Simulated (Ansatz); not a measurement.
## BN: 8 runs along one coordinate

System: BN (P6₃mc, 4 atoms in the cell).
Method: DFT PBEsol, scalar-relativistic, plane waves, PAW, no spin polarisation (Ansatz 0.2.0).

The 8 runs differ only in the geometry, by a strain of the cell at fixed fractional positions. Against run 5, the strain is εxx = η and εyy = η. The structure derives from a Materials Project entry.

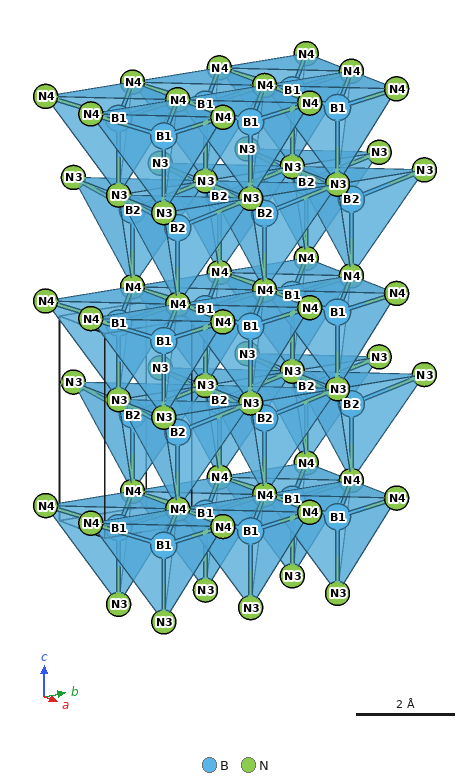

Figure 1. The structure of run 5 (polyhedral view of the cell of the calculation, repeated 2 × 3 × 2, seen slightly off an axis; polyhedra are completed across the faces of the cell; atoms are numbered from 1 in the order of the input).

**Input of run 5**
```yaml
crystal:
  lattice:
    - [2.7454850718, 0.0, 0.0]
    - [-1.3727425359, 2.3776598179, 0.0]
    - [0.0, 0.0, 4.226855]
  atoms:
    - { symbol: B, position: [0.6666666667, 0.3333333333, 0.999724] }
    - { symbol: B, position: [0.3333333333, 0.6666666667, 0.499724] }
    - { symbol: "N", position: [0.6666666667, 0.3333333333, 0.625276] }
    - { symbol: "N", position: [0.3333333333, 0.6666666667, 0.125276] }
basis:
  ecutwfc: 650.0
kpoints:
  mp_grid: { grid: [12, 12, 6] }
hamiltonian:
  xc: pbesol
scf:
  occupations: { method: gaussian, width: 0.05 }
output:
  forces: true
  stress: true
  eigenvalues: true
```

Command:
```bash
ansatz run input.yaml --threads 1 --pin off --max-ram 2560MiB --backend cpu --events-out ev --progress --plain --runs-dir out
```

Lattice vectors (Å) and fractional positions of run 5:
```
   2.745485    0.000000    0.000000
  -1.372743    2.377660    0.000000
   0.000000    0.000000    4.226855
B   0.666667  0.333333  0.999724
B   0.333333  0.666667  0.499724
N   0.666667  0.333333  0.625276
N   0.333333  0.666667  0.125276
```

Run 3 differs from it as follows:
```diff
-    - [2.7454850718, 0.0, 0.0]
-    - [-1.3727425359, 2.3776598179, 0.0]
+    - [2.3623941316, 0.0, 0.0]
+    - [-1.1811970658, 2.0458933317, 0.0]
```

**Results, with one run withheld**

| run | strain parameter η (%) | free energy per atom, from the lowest run given (meV) | pressure (GPa) | gap on the mesh (eV) |
| --- | --- | --- | --- | --- |
| 1 | −20.9302 | 1206.15 | 228.49 | 3.17 |
| 2 | −17.4419 | 573.41 | 138.28 | 3.81 |
| 3 | −13.9535 | ? | ? | ? |
| 4 | −10.4651 | 0.00 | 26.86 | 4.70 |
| 5 | 0.0000 | 167.63 | −43.83 | 5.32 |
| 6 | 3.4884 | 372.12 | −53.59 | 4.75 |
| 7 | 5.2279 | 489.95 | −56.88 | 4.48 |
| 8 | 6.9767 | 616.41 | −59.33 | 4.15 |

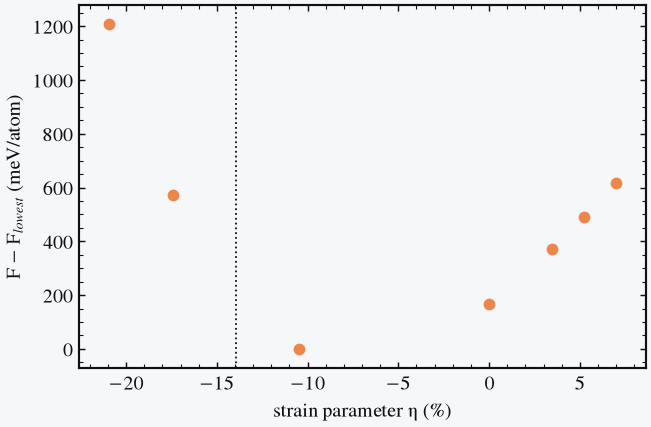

Figure 2. Free energy per atom of the runs given; the dotted line marks run 3.

What should run 3 give?

A cubic polynomial in the coordinate, fitted to the 7 runs given, misses them by at most 13.76 meV per atom. With x = η + 4.7349, it reads F = −27.141 + 24.551 x + 4.0794 x² − 0.13042 x³ (meV per atom). At run 3 it gives 195.38 meV per atom, and the run itself gives 190.64. The fit has its minimum at η = −7.4027 %. So low a polynomial doesn't follow these energies more closely. The gap on the mesh lies between 3.17 eV (run 1) and 5.32 eV (run 5); run 3 has 4.31 eV. These are gaps of this functional on this mesh, which can miss the band edges; they aren't the measured gap.

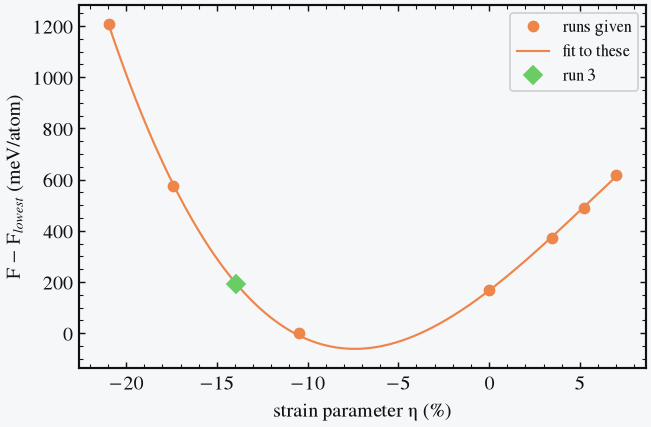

Figure 3. The fit and the withheld run.

**Output, shortened to warnings, some set-up lines, iterations and results (run 3)**
```
Basis set: ecut = 650 eV, 749 PW (Γ), exchange–correlation on 40×40×72 points (8 copies of the dense FFT grid, shifted against one another)
Symmetry: 12 space group operations
k-points: 76 of 864 (time reversal used)
Initial density: superposition of atomic densities (neutral atoms: chi_scale 0, normalization atom), corrected by the library's trained network
[...]
SCF iter   1: F=—  HF=-1066.684469 eV  |F-HF|=—  |Δ(HF+E_count)|=         —  Δρ=1.58e-2  dr2=3.42e-2  ethr=1.77e-3  ⟨swp⟩=5.9  Hψ=5250  notcnv=0
SCF iter   2: F=—  HF=-1066.673424 eV  |F-HF|=—  |Δ(HF+E_count)|=   1.10e-2  Δρ=3.79e-3  dr2=1.74e-3  ethr=2.13e-4  ⟨swp⟩=2.9  Hψ=2349  notcnv=0
SCF iter   3: F=—  HF=-1066.673056 eV  |F-HF|=—  |Δ(HF+E_count)|=   3.67e-4  Δρ=1.48e-3  dr2=1.87e-4  ethr=1.09e-5  ⟨swp⟩=2.8  Hψ=1559  notcnv=0
SCF iter   4: F=—  HF=-1066.673084 eV  |F-HF|=—  |Δ(HF+E_count)|=   2.73e-5  Δρ=2.41e-4  dr2=3.10e-6  ethr=1.17e-6  ⟨swp⟩=2.6  Hψ=1545  notcnv=0
SCF iter   5: F=—  HF=-1066.673121 eV  |F-HF|=—  |Δ(HF+E_count)|=   3.68e-5  Δρ=1.41e-5  dr2=1.33e-8  ethr=1.94e-8  ⟨swp⟩=2.6  Hψ=1476  notcnv=0
SCF iter   6: F=-1066.673121 eV  HF=-1066.673121 eV  |F-HF|=8.30e-11  |Δ(HF+E_count)|=   1.59e-8  Δρ=1.13e-6  dr2=8.22e-11  ethr=8.30e-11  ⟨swp⟩=2.1  Hψ=3237  notcnv=0
SCF 1 converged in 6 iterations: F = -1066.673121 eV  dr2 = 8.22e-11
SCF converged after 6 iterations
Free energy (F): -1066.673121 eV
Harris-Foulkes:  -1066.673121 eV  (|F-HF|=8.30e-11)
Internal energy: -1066.673121 eV  (E = F + TS)
E sigma→0 (E₀):  -1066.673121 eV
Fermi energy:    16.127839 eV
--- Per-component energies (eV) ---
  E_band       = 79.180457
  E_kinetic    = 388.767672
  E_local      = -324.356670  (includes V_loc(G=0)·N_el)
  E_nonlocal   = 117.028321
  E_hartree    = 91.205953
  E_xc         = -189.887994
  E_vxc        = -237.254471  (∫ρ·V_xc dr)
  E_paw        = -399.147630  (= ΣΔE_a)
  E_vpaw       = -47.416233  (= ΣTr[D̂ρ^β])
  E_aug_tail   = 0.000008  (compensation charges beyond the density's cutoff)
  E_ewald      = -750.368401
  E_core_change = 0.085620  (= ΣΔE_core)
  E_smearing   = -0.000000  (= −TS)
  E_closure    = -0.000000  (closes the sum)
  Σ components = -1066.673121   (vs F -1066.673121, Δ=0.00e0)
--- Forces (eV/Å), atoms counted from 1 ---
  atom   1  B     -0.00000000     0.00000000    -0.61241877
  atom   2  B      0.00000000    -0.00000000    -0.61241877
  atom   3  N      0.00000000    -0.00000000     0.61241932
  atom   4  N      0.00000000     0.00000000     0.61241932
  max |Σ_I F_I| component: 1.10e-6 eV/Å
--- Stress (GPa, compression-positive) ---
      107.617412      -0.000000      -0.000000
       -0.000000     107.617412       0.000000
       -0.000000       0.000000       4.649476
  P = ⅓ Tr σ = 73.2948 GPa (732.948 kbar)
```
